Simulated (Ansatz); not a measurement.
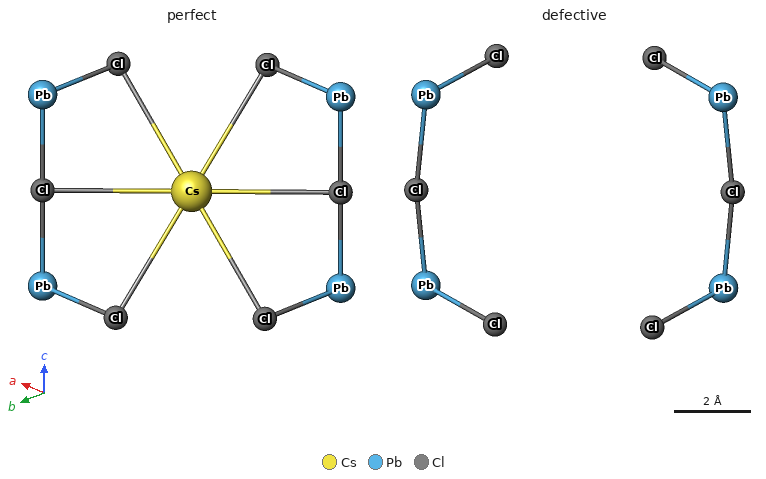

Left: perfect CsPbCl₃. Right: the same region with one point defect, after relaxing the atoms in a supercell of 40 sites. The picture is a ball-and-stick view of the atoms within 5.4 Å of one point, in a slice 3.4 Å thick across the line of sight, seen from a free direction.

Theory: DFT, PBEsol, PAW, plane waves (Ansatz 0.2.0). (plane-wave cutoff 420 eV; k-point mesh 1 × 1 × 1; mesh shifted by (0.25, 0.25, 0.25); no spin polarisation) Fermi-Dirac smearing of 0.01 eV. A uniform background neutralises the charged cell. The axes drawn are those of the host's conventional cell.

### Which defect is it?

A caesium atom is taken out (a vacancy).

The charge state of the cell is +1.

### What does the relaxation do around it?

Around the empty Cs site the host had 12 Cl at 3.97 Å; after relaxation the nearest atoms are . Of the host's atoms, a chlorine atom moves furthest from its site, by 0.26 Å.

Limits of the set-up: the cell is charged, on a uniform background, and energies carry no finite-size correction.
